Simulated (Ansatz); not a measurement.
System: a (110) slab cut from HgSe (F-43m), ended by HgSe planes, 10 atoms in the cell. Starting structure of the relaxation:

```xyz
10
Lattice="4.4267 0.0000 0.0000 0.0000 6.2602 0.0000 0.0000 0.0000 23.8533" Properties=species:S:1:pos:R:3 pbc="T T T"
Hg    2.2133    3.1301    7.5000
Se    0.0000    1.5651    7.5000
Hg    0.0000    0.0000    9.7133
Se    2.2133    4.6952    9.7133
Hg    2.2133    3.1301   11.9267
Se    0.0000    1.5651   11.9267
Hg    0.0000    0.0000   14.1400
Se    2.2133    4.6952   14.1400
Hg    2.2133    3.1301   16.3533
Se    0.0000    1.5651   16.3533
```

Ansatz 0.2.0; DFT PBE, scalar-relativistic, plane waves, PAW, no spin polarisation, 8×6×1 k mesh, 420 eV cutoff, Gaussian smearing of 0.1 eV.

What does the potential across the slab give for the band edges against vacuum?

From the vacuum level at the right face the ionisation potential is 5.31 eV and the electron affinity 5.00 eV; the left face gives the same. The slab's gap, their difference before rounding, is 0.32 eV. The two vacuum levels agree, so the slab has no net dipole along its normal. The outermost atoms are 9.2 Å apart, which leaves 14.6 Å of vacuum in a cell 23.9 Å high.

Spin-orbit coupling is left out, which matters for Hg.

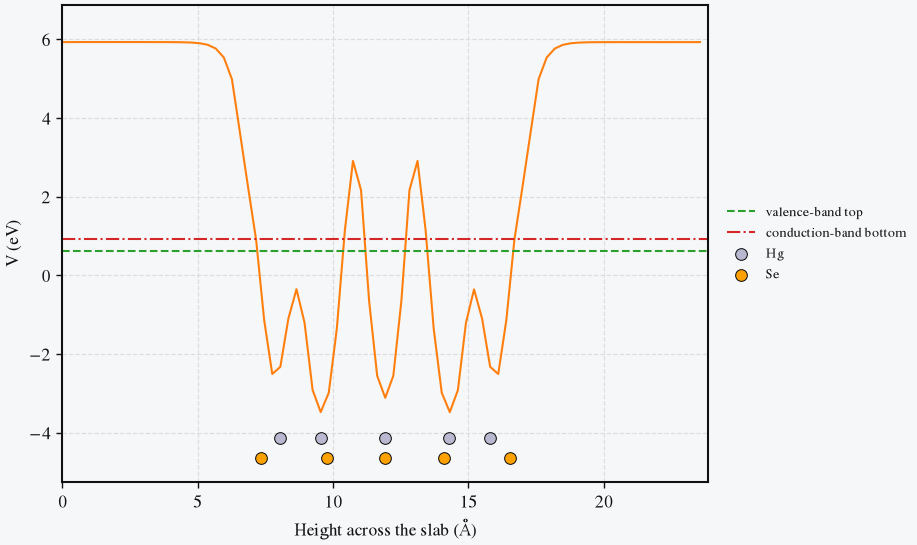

Plane-averaged electrostatic potential energy of an electron across the slab; circles at the bottom mark the heights of the atoms (positions after relaxation).
